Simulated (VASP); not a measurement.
Run report: N, geometry relaxation (part 3 of 4)

Continued. System: N (Pa-3, 8 atoms in the cell). Method: Kohn-Sham DFT of a periodic cell, LDA, VASP PAW LDA potentials, recommended, no spin polarisation (VASP 6.6.1); cutoff 600 eV, 4×4×4 k-mesh, Gaussian smearing of 0.02 eV. The structure derives from a Materials Project entry.

Geometry of the input (Å; fractional positions):
```
5.5605  0.0000  0.0000
0.0000  5.5605  0.0000
0.0000  0.0000  5.5605
N  0.0574  0.4426  0.5574
N  0.4426  0.5574  0.0574
N  0.5574  0.0574  0.4426
N  0.9426  0.9426  0.9426
N  0.9426  0.5574  0.4426
N  0.5574  0.4426  0.9426
N  0.4426  0.9426  0.5574
N  0.0574  0.0574  0.0574
```

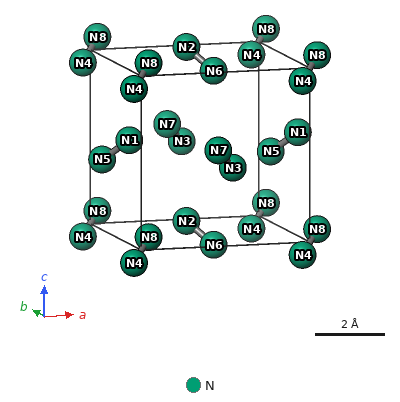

*The geometry at step 7 of the log (ball-and-stick view of the cell of the calculation, seen slightly off an axis; atoms are numbered from 1 in the order of the input).*

Parts of OUTCAR, continued
```
  energy  without entropy=      -70.5043681754  energy(sigma->0) =      -70.50436818

--------------------------------------- Ionic step       13  -------------------------------------------

 number of electron      40.0000004 magnetization

------------------------ aborting loop because EDIFF is reached ----------------------------------------

  FORCE on cell =-STRESS in cart. coord.  units (eV):
  Direction    XX          YY          ZZ          XY          YZ          ZX
  --------------------------------------------------------------------------------------
  -------------------------------------------------------------------------------------
  Total        0.2716690      0.2716690      0.2716690      0.0000000      0.0000000      0.0000000
  in kB        3.2419050      3.2419050      3.2419050      0.0000000      0.0000000      0.0000000
  external PRESSURE =       3.2419050 kB  Pullay stress =       0.0000000 kB

 VOLUME and BASIS-vectors are now :
 -----------------------------------------------------------------------------
  energy-cutoff  :      600.00
  volume of cell :      134.26
      direct lattice vectors                 reciprocal lattice vectors
     5.120552077  0.000000000  0.000000000     0.195291442 -0.000000000  0.000000000
     0.000000000  5.120552077 -0.000000000    -0.000000000  0.195291442 -0.000000000
    -0.000000000  0.000000000  5.120552077    -0.000000000  0.000000000  0.195291442

 POSITION                                       TOTAL-FORCE (eV/Angst)
 -----------------------------------------------------------------------------------
      0.31813      2.24214      2.87841         0.042401     -0.042401      0.042401
      2.24214      2.87841      0.31813        -0.042401      0.042401      0.042401
      2.87841      0.31813      2.24214         0.042401      0.042401     -0.042401
      4.80242      4.80242      4.80242        -0.042401     -0.042401     -0.042401
      4.80242      2.87841      2.24214        -0.042401      0.042401     -0.042401
      2.87841      2.24214      4.80242         0.042401     -0.042401     -0.042401
      2.24214      4.80242      2.87841        -0.042401     -0.042401      0.042401
      0.31813      0.31813      0.31813         0.042401      0.042401      0.042401
 -----------------------------------------------------------------------------------
    total drift:                                0.000000     -0.000000     -0.000000

  FREE ENERGIE OF THE ION-ELECTRON SYSTEM (eV)
  ---------------------------------------------------
  free  energy   TOTEN  =       -70.5049755161 eV

  energy  without entropy=      -70.5049755161  energy(sigma->0) =      -70.50497552

--------------------------------------- Ionic step       14  -------------------------------------------

 number of electron      40.0000003 magnetization

 Free energy of the ion-electron system (eV)
  ---------------------------------------------------
  ext. energy  EPLUGINS =         0.00000000
  ---------------------------------------------------
  free energy    TOTEN  =       -70.50588000 eV

  energy without entropy =      -70.50588000  energy(sigma->0) =      -70.50588000

 E-fermi :  -5.2306     XC(G=0):  -8.2427     alpha+bet : -5.1901

 val. band max:       -5.3269610771   @ k =   0.5000   0.0000   0.0000
 cond. band min:       1.2599345639   @ k =   0.0000   0.0000   0.0000
 fundamental gap:      6.5868956410
 Fermi energy:        -5.2305519357

 k-point     1 :       0.0000    0.0000    0.0000
  band No.  band energies     occupation
      1     -23.8006      2.00000
      2     -23.6398      2.00000
      3     -23.6398      2.00000
      4     -23.6398      2.00000
      5      -9.0754      2.00000
      6      -9.0754      2.00000
      7      -9.0754      2.00000
      8      -8.5655      2.00000
      9      -7.4248      2.00000
     10      -7.4248      2.00000
     11      -7.4248      2.00000
     12      -7.1528      2.00000
     13      -7.1528      2.00000
     14      -6.9965      2.00000
     15      -6.7692      2.00000
     16      -6.7692      2.00000
     17      -6.7692      2.00000
     18      -5.4067      2.00000
     19      -5.4067      2.00000
     20      -5.4067      2.00000
     21       1.2599      0.00000
     22       1.2599      0.00000
     23       1.2599      0.00000
     24       2.6305      0.00000
     25       2.6305      0.00000

 k-point     2 :       0.2500    0.0000    0.0000
  band No.  band energies     occupation
      1     -23.7771      2.00000
      2     -23.6634      2.00000
      3     -23.6395      2.00000
      4     -23.6395      2.00000
      5      -9.0410      2.00000
      6      -9.0260      2.00000
      7      -8.9941      2.00000
      8      -8.6304      2.00000
      9      -7.5679      2.00000
     10      -7.5547      2.00000
     11      -7.4318      2.00000
     12      -7.2407      2.00000
     13      -7.2051      2.00000
     14      -7.1214      2.00000
     15      -6.8551      2.00000
     16      -6.8443      2.00000
     17      -6.2374      2.00000
     18      -5.4616      2.00000
     19      -5.3679      2.00000
     20      -5.3639      2.00000
     21       1.4517      0.00000
     22       1.4694      0.00000
     23       1.5598      0.00000
     24       2.5443      0.00000
     25       2.5721      0.00000

 k-point     3 :       0.5000    0.0000    0.0000
  band No.  band energies     occupation
      1     -23.7203      2.00000
      2     -23.7203      2.00000
      3     -23.6392      2.00000
      4     -23.6392      2.00000
      5      -8.9860      2.00000
      6      -8.9860      2.00000
      7      -8.8044      2.00000
      8      -8.8044      2.00000
      9      -7.7200      2.00000
     10      -7.7200      2.00000
     11      -7.3828      2.00000
     12      -7.3828      2.00000
     13      -7.0511      2.00000
     14      -7.0511      2.00000
     15      -7.0035      2.00000
     16      -7.0035      2.00000
     17      -5.7209      2.00000
     18      -5.7209      2.00000
     19      -5.3270      2.00000
     20      -5.3270      2.00000
     21       1.7215      0.00000
     22       1.7215      0.00000
     23       2.2648      0.00000
     24       2.2648      0.00000
     25       2.4275      0.00000

 k-point     4 :       0.2500    0.2500    0.0000
  band No.  band energies     occupation
      1     -23.7569      2.00000
      2     -23.6596      2.00000
      3     -23.6596      2.00000
      4     -23.6427      2.00000
      5      -9.0316      2.00000
      6      -8.9982      2.00000
      7      -8.9624      2.00000
      8      -8.7098      2.00000
      9      -7.7473      2.00000
     10      -7.5349      2.00000
     11      -7.4109      2.00000
     12      -7.2223      2.00000
     13      -7.2172      2.00000
     14      -7.1273      2.00000
     15      -6.9035      2.00000
     16      -6.8073      2.00000
     17      -6.0654      2.00000
     18      -5.4441      2.00000
     19      -5.4351      2.00000
     20      -5.3659      2.00000
     21       1.6065      0.00000
     22       1.7340      0.00000
     23       1.7445      0.00000
     24       2.5109      0.00000
     25       2.6013      0.00000

 k-point     5 :       0.5000    0.2500    0.0000
  band No.  band energies     occupation
      1     -23.7081      2.00000
      2     -23.7081      2.00000
      3     -23.6508      2.00000
      4     -23.6508      2.00000
      5      -8.9945      2.00000
      6      -8.9945      2.00000
      7      -8.8626      2.00000
      8      -8.8626      2.00000
      9      -7.7355      2.00000
     10      -7.7355      2.00000
     11      -7.2994      2.00000
     12      -7.2994      2.00000
     13      -7.1198      2.00000
     14      -7.1198      2.00000
     15      -6.9159      2.00000
     16      -6.9159      2.00000
     17      -5.6885      2.00000
     18      -5.6885      2.00000
     19      -5.3950      2.00000
     20      -5.3950      2.00000
     21       1.9032      0.00000
     22       1.9032      0.00000
     23       2.3265      0.00000
     24       2.3266      0.00000
     25       2.4435      0.00000

 [... the levels of 5 k-points are left out ...]

 k-point    11 :       0.5000    0.5000    0.5000
  band No.  band energies     occupation
      1     -23.6782      2.00000
      2     -23.6782      2.00000
      3     -23.6782      2.00000
      4     -23.6782      2.00000
      5      -9.1350      2.00000
      6      -9.1350      2.00000
      7      -9.1350      2.00000
      8      -9.1350      2.00000
      9      -7.3118      2.00000
     10      -7.3118      2.00000
     11      -7.3118      2.00000
     12      -7.3118      2.00000
     13      -6.7936      2.00000
     14      -6.7936      2.00000
     15      -6.7936      2.00000
     16      -6.7936      2.00000
     17      -5.7881      2.00000
     18      -5.7881      2.00000
     19      -5.7881      2.00000
     20      -5.7881      2.00000
     21       2.2815      0.00000
     22       2.2815      0.00000
     23       2.2815      0.00000
     24       2.2815      0.00000
     25       2.5705      0.00000

------------------------ aborting loop because EDIFF is reached ----------------------------------------

  FORCE on cell =-STRESS in cart. coord.  units (eV):
  Direction    XX          YY          ZZ          XY          YZ          ZX
  --------------------------------------------------------------------------------------
  -------------------------------------------------------------------------------------
  Total        0.1091307      0.1091307      0.1091307      0.0000000      0.0000000      0.0000000
  in kB        1.2948777      1.2948777      1.2948777      0.0000000      0.0000000      0.0000000
  external PRESSURE =       1.2948777 kB  Pullay stress =       0.0000000 kB

 VOLUME and BASIS-vectors are now :
 -----------------------------------------------------------------------------
  energy-cutoff  :      600.00
  volume of cell :      135.03
      direct lattice vectors                 reciprocal lattice vectors
     5.130301180  0.000000000  0.000000000     0.194920330 -0.000000000  0.000000000
     0.000000000  5.130301180 -0.000000000    -0.000000000  0.194920330 -0.000000000
    -0.000000000  0.000000000  5.130301180    -0.000000000  0.000000000  0.194920330

 POSITION                                       TOTAL-FORCE (eV/Angst)
 -----------------------------------------------------------------------------------
      0.31829      2.24686      2.88344        -0.005115      0.005115     -0.005115
      2.24686      2.88344      0.31829         0.005115     -0.005115     -0.005115
      2.88344      0.31829      2.24686        -0.005115     -0.005115      0.005115
      4.81201      4.81201      4.81201         0.005115      0.005115      0.005115
      4.81201      2.88344      2.24686         0.005115     -0.005115      0.005115
      2.88344      2.24686      4.81201        -0.005115      0.005115      0.005115
      2.24686      4.81201      2.88344         0.005115      0.005115     -0.005115
      0.31829      0.31829      0.31829        -0.005115     -0.005115     -0.005115
 -----------------------------------------------------------------------------------
    total drift:                                0.000000     -0.000000      0.000000

  FREE ENERGIE OF THE ION-ELECTRON SYSTEM (eV)
  ---------------------------------------------------
  free  energy   TOTEN  =       -70.5058799965 eV

  energy  without entropy=      -70.5058799965  energy(sigma->0) =      -70.50588000

 reached required accuracy - stopping structural energy minimisation
```

CONTCAR
```
N
   1.00000000000000
     5.1303011803612835    0.0000000000000000    0.0000000000000000
     0.0000000000000000    5.1303011803612835   -0.0000000000000000
    -0.0000000000000000    0.0000000000000000    5.1303011803612835
  N
     8
Direct
     0.0620419330804091    0.4379580669195909    0.5620419330804092
     0.4379580669195909    0.5620419330804092    0.0620419330804091
     0.5620419330804092    0.0620419330804091    0.4379580669195909
     0.9379580669195908    0.9379580669195908    0.9379580669195908
     0.9379580669195908    0.5620419330804092    0.4379580669195909
     0.5620419330804092    0.4379580669195909    0.9379580669195908
     0.4379580669195909    0.9379580669195908    0.5620419330804092
     0.0620419330804091    0.0620419330804091    0.0620419330804091

  0.00000000E+00  0.00000000E+00  0.00000000E+00
  0.00000000E+00  0.00000000E+00  0.00000000E+00
  0.00000000E+00  0.00000000E+00  0.00000000E+00
  0.00000000E+00  0.00000000E+00  0.00000000E+00
  0.00000000E+00  0.00000000E+00  0.00000000E+00
  0.00000000E+00  0.00000000E+00  0.00000000E+00
  0.00000000E+00  0.00000000E+00  0.00000000E+00
  0.00000000E+00  0.00000000E+00  0.00000000E+00
```

Trajectory as extended XYZ (Å, eV, eV/Å), 12 of the 14 frames kept, from step=0 to step=13
```
8
Lattice="5.5605 0.0000 0.0000 0.0000 5.5605 0.0000 0.0000 0.0000 5.5605" Properties=species:S:1:pos:R:3:forces:R:3 step=0 energy=-70.40214
N     0.3192    2.4611    3.0994   -0.2253   0.2253  -0.2253
N     2.4611    3.0994    0.3192    0.2253  -0.2253  -0.2253
N     3.0994    0.3192    2.4611   -0.2253  -0.2253   0.2253
N     5.2414    5.2414    5.2414    0.2253   0.2253   0.2253
N     5.2414    3.0994    2.4611    0.2253  -0.2253   0.2253
N     3.0994    2.4611    5.2414   -0.2253   0.2253   0.2253
N     2.4611    5.2414    3.0994    0.2253   0.2253  -0.2253
N     0.3192    0.3192    0.3192   -0.2253  -0.2253  -0.2253
8
Lattice="5.5169 -0.0000 -0.0000 -0.0000 5.5169 0.0000 0.0000 -0.0000 5.5169" Properties=species:S:1:pos:R:3:forces:R:3 step=1 energy=-69.77606
N     0.3059    2.4526    3.0643    4.5367  -4.5367   4.5367
N     2.4526    3.0643    0.3059   -4.5367   4.5367   4.5367
N     3.0643    0.3059    2.4526    4.5367   4.5367  -4.5367
N     5.2111    5.2111    5.2111   -4.5367  -4.5367  -4.5367
N     5.2111    3.0643    2.4526   -4.5367   4.5367  -4.5367
N     3.0643    2.4526    5.2111    4.5367  -4.5367  -4.5367
N     2.4526    5.2111    3.0643   -4.5367  -4.5367   4.5367
N     0.3059    0.3059    0.3059    4.5367   4.5367   4.5367
8
Lattice="5.5575 -0.0000 -0.0000 -0.0000 5.5575 0.0000 0.0000 -0.0000 5.5575" Properties=species:S:1:pos:R:3:forces:R:3 step=2 energy=-70.40530
N     0.3183    2.4604    3.0970    0.0330  -0.0330   0.0330
N     2.4604    3.0970    0.3183   -0.0330   0.0330   0.0330
N     3.0970    0.3183    2.4604    0.0330   0.0330  -0.0330
N     5.2392    5.2392    5.2392   -0.0330  -0.0330  -0.0330
N     5.2392    3.0970    2.4604   -0.0330   0.0330  -0.0330
N     3.0970    2.4604    5.2392    0.0330  -0.0330  -0.0330
N     2.4604    5.2392    3.0970   -0.0330  -0.0330   0.0330
N     0.3183    0.3183    0.3183    0.0330   0.0330   0.0330
8
Lattice="5.5377 0.0000 0.0000 0.0000 5.5377 -0.0000 -0.0000 0.0000 5.5377" Properties=species:S:1:pos:R:3:forces:R:3 step=4 energy=-70.41293
N     0.3183    2.4506    3.0871    0.0450  -0.0450   0.0450
N     2.4506    3.0871    0.3183   -0.0450   0.0450   0.0450
N     3.0871    0.3183    2.4506    0.0450   0.0450  -0.0450
N     5.2194    5.2194    5.2194   -0.0450  -0.0450  -0.0450
N     5.2194    3.0871    2.4506   -0.0450   0.0450  -0.0450
N     3.0871    2.4506    5.2194    0.0450  -0.0450  -0.0450
N     2.4506    5.2194    3.0871   -0.0450  -0.0450   0.0450
N     0.3183    0.3183    0.3183    0.0450   0.0450   0.0450
8
Lattice="5.4790 0.0000 0.0000 0.0000 5.4790 -0.0000 -0.0000 0.0000 5.4790" Properties=species:S:1:pos:R:3:forces:R:3 step=5 energy=-70.43509
N     0.3183    2.4212    3.0577    0.0413  -0.0413   0.0413
N     2.4212    3.0577    0.3183   -0.0413   0.0413   0.0413
N     3.0577    0.3183    2.4212    0.0413   0.0413  -0.0413
N     5.1607    5.1607    5.1607   -0.0413  -0.0413  -0.0413
N     5.1607    3.0577    2.4212   -0.0413   0.0413  -0.0413
N     3.0577    2.4212    5.1607    0.0413  -0.0413  -0.0413
N     2.4212    5.1607    3.0577   -0.0413  -0.0413   0.0413
N     0.3183    0.3183    0.3183    0.0413   0.0413   0.0413
8
Lattice="5.3615 0.0000 0.0000 0.0000 5.3615 -0.0000 -0.0000 0.0000 5.3615" Properties=species:S:1:pos:R:3:forces:R:3 step=6 energy=-70.47405
N     0.3181    2.3626    2.9989    0.0772  -0.0772   0.0772
N     2.3626    2.9989    0.3181   -0.0772   0.0772   0.0772
N     2.9989    0.3181    2.3626    0.0772   0.0772  -0.0772
N     5.0433    5.0433    5.0433   -0.0772  -0.0772  -0.0772
N     5.0433    2.9989    2.3626   -0.0772   0.0772  -0.0772
N     2.9989    2.3626    5.0433    0.0772  -0.0772  -0.0772
N     2.3626    5.0433    2.9989   -0.0772  -0.0772   0.0772
N     0.3181    0.3181    0.3181    0.0772   0.0772   0.0772
8
Lattice="5.1265 0.0000 0.0000 0.0000 5.1265 -0.0000 -0.0000 0.0000 5.1265" Properties=species:S:1:pos:R:3:forces:R:3 step=7 energy=-70.50156
N     0.3172    2.2460    2.8805    0.3233  -0.3233   0.3233
N     2.2460    2.8805    0.3172   -0.3233   0.3233   0.3233
N     2.8805    0.3172    2.2460    0.3233   0.3233  -0.3233
N     4.8092    4.8092    4.8092   -0.3233  -0.3233  -0.3233
N     4.8092    2.8805    2.2460   -0.3233   0.3233  -0.3233
N     2.8805    2.2460    4.8092    0.3233  -0.3233  -0.3233
N     2.2460    4.8092    2.8805   -0.3233  -0.3233   0.3233
N     0.3172    0.3172    0.3172    0.3233   0.3233   0.3233
8
Lattice="5.1206 0.0000 0.0000 0.0000 5.1206 -0.0000 -0.0000 0.0000 5.1206" Properties=species:S:1:pos:R:3:forces:R:3 step=8 energy=-70.50342
N     0.3176    2.2427    2.8779    0.2049  -0.2049   0.2049
N     2.2427    2.8779    0.3176   -0.2049   0.2049   0.2049
N     2.8779    0.3176    2.2427    0.2049   0.2049  -0.2049
N     4.8030    4.8030    4.8030   -0.2049  -0.2049  -0.2049
N     4.8030    2.8779    2.2427   -0.2049   0.2049  -0.2049
N     2.8779    2.2427    4.8030    0.2049  -0.2049  -0.2049
N     2.2427    4.8030    2.8779   -0.2049  -0.2049   0.2049
N     0.3176    0.3176    0.3176    0.2049   0.2049   0.2049
8
Lattice="5.1134 0.0000 0.0000 0.0000 5.1134 -0.0000 -0.0000 0.0000 5.1134" Properties=species:S:1:pos:R:3:forces:R:3 step=9 energy=-70.50414
N     0.3181    2.2386    2.8748    0.0615  -0.0615   0.0615
N     2.2386    2.8748    0.3181   -0.0615   0.0615   0.0615
N     2.8748    0.3181    2.2386    0.0615   0.0615  -0.0615
N     4.7953    4.7953    4.7953   -0.0615  -0.0615  -0.0615
N     4.7953    2.8748    2.2386   -0.0615   0.0615  -0.0615
N     2.8748    2.2386    4.7953    0.0615  -0.0615  -0.0615
N     2.2386    4.7953    2.8748   -0.0615  -0.0615   0.0615
N     0.3181    0.3181    0.3181    0.0615   0.0615   0.0615
8
Lattice="5.1157 0.0000 0.0000 0.0000 5.1157 -0.0000 -0.0000 0.0000 5.1157" Properties=species:S:1:pos:R:3:forces:R:3 step=11 energy=-70.50437
N     0.3181    2.2398    2.8759    0.0665  -0.0665   0.0665
N     2.2398    2.8759    0.3181   -0.0665   0.0665   0.0665
N     2.8759    0.3181    2.2398    0.0665   0.0665  -0.0665
N     4.7976    4.7976    4.7976   -0.0665  -0.0665  -0.0665
N     4.7976    2.8759    2.2398   -0.0665   0.0665  -0.0665
N     2.8759    2.2398    4.7976    0.0665  -0.0665  -0.0665
N     2.2398    4.7976    2.8759   -0.0665  -0.0665   0.0665
N     0.3181    0.3181    0.3181    0.0665   0.0665   0.0665
8
Lattice="5.1206 0.0000 0.0000 0.0000 5.1206 -0.0000 -0.0000 0.0000 5.1206" Properties=species:S:1:pos:R:3:forces:R:3 step=12 energy=-70.50498
N     0.3181    2.2421    2.8784    0.0424  -0.0424   0.0424
N     2.2421    2.8784    0.3181   -0.0424   0.0424   0.0424
N     2.8784    0.3181    2.2421    0.0424   0.0424  -0.0424
N     4.8024    4.8024    4.8024   -0.0424  -0.0424  -0.0424
N     4.8024    2.8784    2.2421   -0.0424   0.0424  -0.0424
N     2.8784    2.2421    4.8024    0.0424  -0.0424  -0.0424
N     2.2421    4.8024    2.8784   -0.0424  -0.0424   0.0424
N     0.3181    0.3181    0.3181    0.0424   0.0424   0.0424
8
Lattice="5.1303 0.0000 0.0000 0.0000 5.1303 -0.0000 -0.0000 0.0000 5.1303" Properties=species:S:1:pos:R:3:forces:R:3 step=13 energy=-70.50588
N     0.3183    2.2469    2.8834   -0.0051   0.0051  -0.0051
N     2.2469    2.8834    0.3183    0.0051  -0.0051  -0.0051
N     2.8834    0.3183    2.2469   -0.0051  -0.0051   0.0051
N     4.8120    4.8120    4.8120    0.0051   0.0051   0.0051
N     4.8120    2.8834    2.2469    0.0051  -0.0051   0.0051
N     2.8834    2.2469    4.8120   -0.0051   0.0051   0.0051
N     2.2469    4.8120    2.8834    0.0051   0.0051  -0.0051
N     0.3183    0.3183    0.3183   -0.0051  -0.0051  -0.0051
```
